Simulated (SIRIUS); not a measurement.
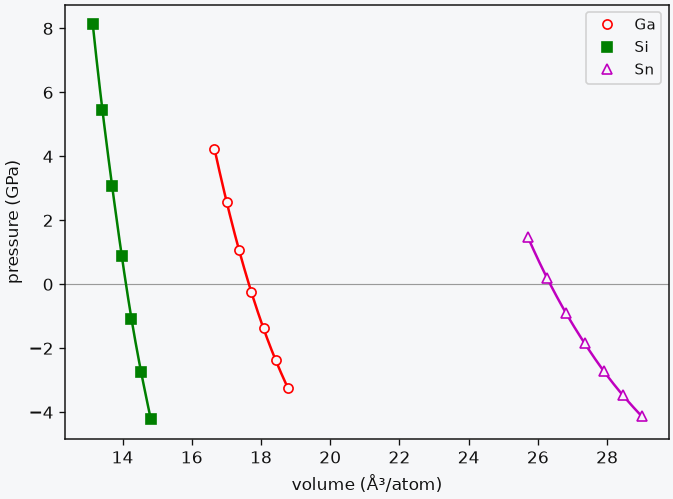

Caption: Pressure against volume, with one curve for each element, for Ga, Si and Sn (all in space group I4/mmm (No. 139)).

Settings that differ: Ga: density cutoff 4410 eV, wave cutoff 1100 eV, k mesh 13×13×13; Si: density cutoff 1960 eV, wave cutoff 490 eV, k mesh 13×13×13; Sn: density cutoff 3930 eV, wave cutoff 983 eV, k mesh 10×10×10.

The fitted equilibrium volumes, smallest first, are Si 14.110, Ga 17.663, Sn 26.368 Å³/atom. The fitted bulk moduli, smallest first, are Sn 55.0, Ga 62.3, Si 97.1 GPa. For Ga, the pressure falls from 4.24 GPa at volume 16.66 Å³/atom to −3.25 GPa at 18.78 Å³/atom, and changes sign near 17.66 Å³/atom. For Si, the pressure falls from 8.13 GPa at volume 13.14 Å³/atom to −4.22 GPa at 14.82 Å³/atom, and changes sign near 14.10 Å³/atom. For Sn, the pressure falls from 1.47 GPa at volume 25.71 Å³/atom to −4.12 GPa at 28.99 Å³/atom, and changes sign near 26.36 Å³/atom.

Computed with SIRIUS 7.10.0: plane-wave DFT, no spin polarisation; energies at scaled volumes of the given cell, shape and fractions fixed, counted from the fit's minimum, third-order Birch-Murnaghan fit. Level: PBEsol.

- occupations: Fermi–Dirac
- smearing width: 0.05 eV
- potentials: dojo sr pbesol 0.4.1 standard

Caveats: shape and atomic fractions are frozen while scaling, which makes layered, chain and framework solids too stiff.
